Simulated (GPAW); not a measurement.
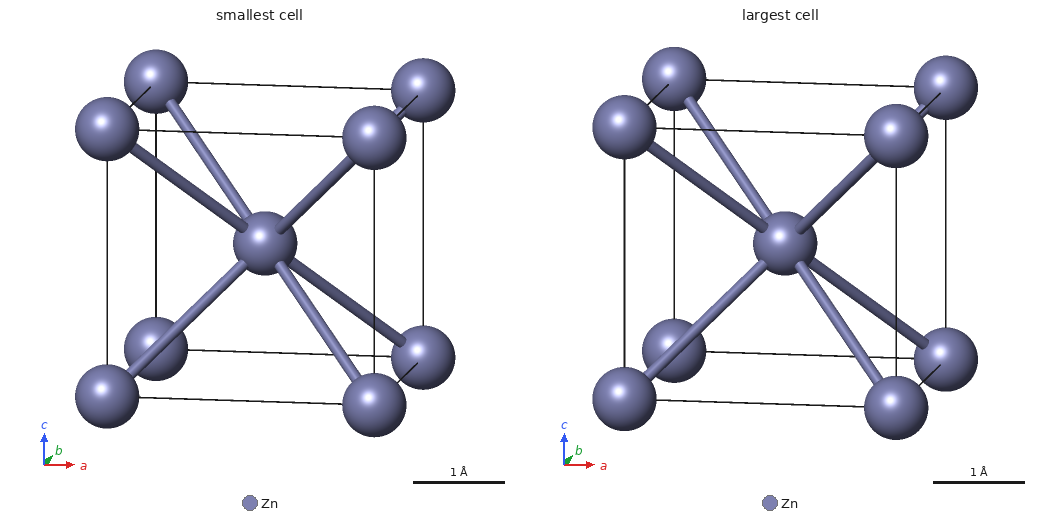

Zn, body-centred cubic (W type), space group Im-3m (No. 229), relaxed (cell and atoms, zero pressure) with five choices of dispersion term on top of PBEsol; the smallest and the largest of the relaxed conventional cells are drawn to one scale (sticks follow a distance rule). The start was a structure listed in the Materials Project. This isn't the form of Zn at room conditions, which is hcp.

Alike in all runs: GPAW 26.7.0; functional PBEsol; potentials PAW data sets generated in the run's folder for this functional; cutoff 600 eV; k mesh 12 × 12 × 12 on the run's cell of 1 atom; occupations fermi-dirac, width 0.05 eV; no spin polarisation; no spin-orbit coupling. All runs are metallic.

| level | volume (Å³/atom) | a (Å) |
| --- | --- | --- |
| D4 | ? | ? |
| D3(BJ)-ATM | 13.69 | 3.014 |
| D3 | 13.67 | 3.013 |
| D3(BJ) | 13.54 | 3.003 |
| none | 14.24 | 3.054 |

Question: What does D4 give?

Answer: Volume 13.88 Å³/atom; a 3.028 Å. That is between D3(BJ)-ATM and none in volume.

Question: Order the levels by the relaxed volume, smallest first.

Answer: D3(BJ) (13.54 Å³/atom), D3 (13.67 Å³/atom), D3(BJ)-ATM (13.69 Å³/atom), D4 (13.88 Å³/atom), none (14.24 Å³/atom). Rows within a few tenths of a per cent can't be told apart.

Caveat: later steps reuse the first step's grids; the relaxed volumes lie -12 to -8 % from the starting cell; pairwise dispersion terms can overbind metals strongly.
